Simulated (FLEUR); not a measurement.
System: ZrB₂, space group P6/mmm (No. 191).

Starting cell:
```
Zr B
1.0
     3.17000    0.00000    0.00000
    -1.58500    2.74530    0.00000
     0.00000    0.00000    3.53300
Zr B
1 2
Direct
  0.00000 0.00000 0.00000
  0.66667 0.33333 0.50000
  0.33333 0.66667 0.50000
```

How it was computed, with FLEUR MaX-R8.1 (later development tree): all-electron LAPW DFT, no spin polarisation; energies at scaled volumes of the given cell, shape and fractions fixed, counted from the fit's minimum, third-order Birch-Murnaghan fit. Level: r2SCAN.

k mesh 10×10×8; occupations Fermi–Dirac; smearing width 0.05 eV; potentials all electron; program settings basis FLAPW, kmax 4.65 1/bohr.

Describe the result: the energy against volume. The volume takes the values 9.63, 9.84, 10.25, 10.66, 10.86 Å³/atom.

A third-order Birch–Murnaghan fit gives V0 = 10.28 Å³/atom, B0 = 243 GPa and B′ = 3.9. The energy is 34.61 meV/atom at volume 9.63 Å³/atom and 22.71 meV/atom at 10.86 Å³/atom; the lowest computed point is at volume 10.25 Å³/atom (0.08 meV/atom), and no other minimum shows among the points.

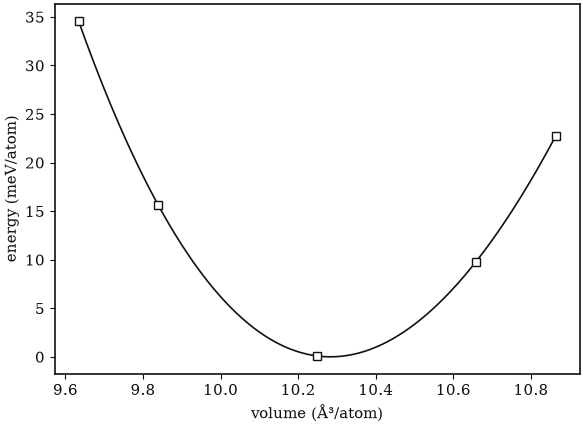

Keep in mind: shape and atomic fractions are frozen while scaling, which makes layered, chain and framework solids too stiff.
